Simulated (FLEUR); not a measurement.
System: MgSi, space group P4/mmm (No. 123).

Structure:
```yaml
crystal:
  lattice:
    - [2.90839, 0.00000, 0.00000]
    - [0.00000, 2.90839, 0.00000]
    - [0.00000, 0.00000, 4.10343]
  atoms:
    - { symbol: Si, position: [0.50000, 0.50000, 0.50000] }
    - { symbol: Mg, position: [0.00000, 0.00000, 0.00000] }
```

How it was computed, with FLEUR MaX-R8.1 (later development tree): all-electron LAPW DFT, no spin polarisation; energies at scaled volumes of the given cell, shape and fractions fixed, counted from the fit's minimum, third-order Birch-Murnaghan fit. Level: SCAN.

k mesh 9×9×7; occupations Fermi–Dirac; smearing width 0.05 eV; potentials all electron; program settings basis FLAPW, kmax 4.1 1/bohr.

Describe the result: the energy against volume. The volume takes the values 16.31, 16.66, 17.35, 18.05, 18.40 Å³/atom.

A third-order Birch–Murnaghan fit gives V0 = 17.09 Å³/atom, B0 = 65.4 GPa and B′ = 3.9. The energy is 7.79 meV/atom at volume 16.31 Å³/atom and 18.02 meV/atom at 18.40 Å³/atom; the lowest computed point is at volume 17.35 Å³/atom (0.80 meV/atom), and no other minimum shows.

| volume (Å³/atom) | energy (meV/atom) |
| --- | --- |
| 16.31 | 7.79 |
| 16.66 | 2.31 |
| 17.35 | 0.80 |
| 18.05 | 10.03 |
| 18.40 | 18.02 |

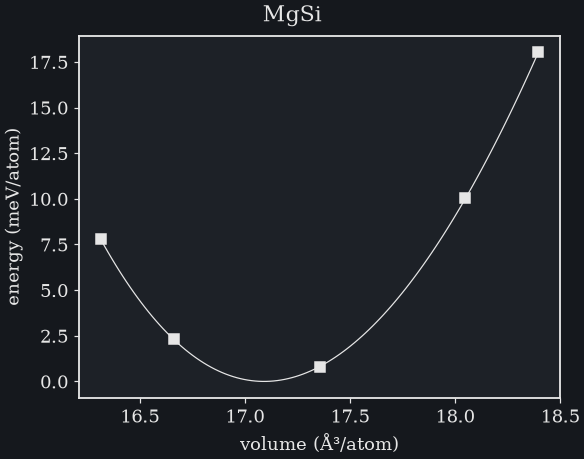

Keep in mind: shape and atomic fractions are frozen while scaling, which makes layered, chain and framework solids too stiff.
